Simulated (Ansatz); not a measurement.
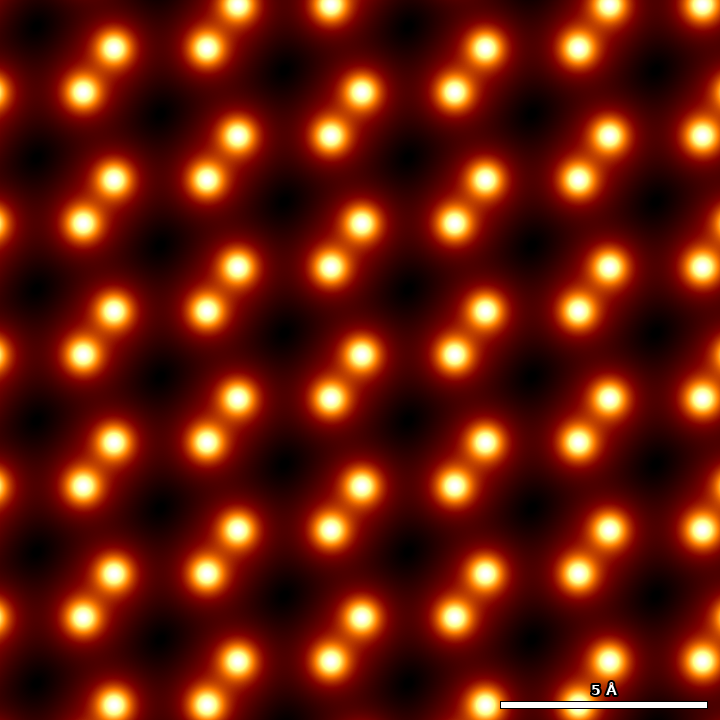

Map of the projected electrostatic potential of a crystal. Computed as the sum of neutral-atom potentials (tabulated electron scattering factors, B = 0.5 Å²) projected along the beam and smoothed by 0.25 Å; brighter is more positive. The display is stretched by a gamma of 0.6; percentages refer to the linear signal.

Give the net of the columns and its spacings.

The pattern repeats on a centred rectangular net of 3.7 × 5.3 Å.

Which plane group does this projection have?

c2mm: perpendicular mirror lines on a centred net, with further twofold points between them.

How many columns does the smallest repeating cell hold, and how many levels of brightness?

2 columns in the primitive cell of 9.8 Å², all of one brightness.

The crystal is Mn (Fd-3m, No. 227) seen along [110]. Structure: the input geometry of a calculation; the starting structure was generated, so it need not be a known form of this composition.
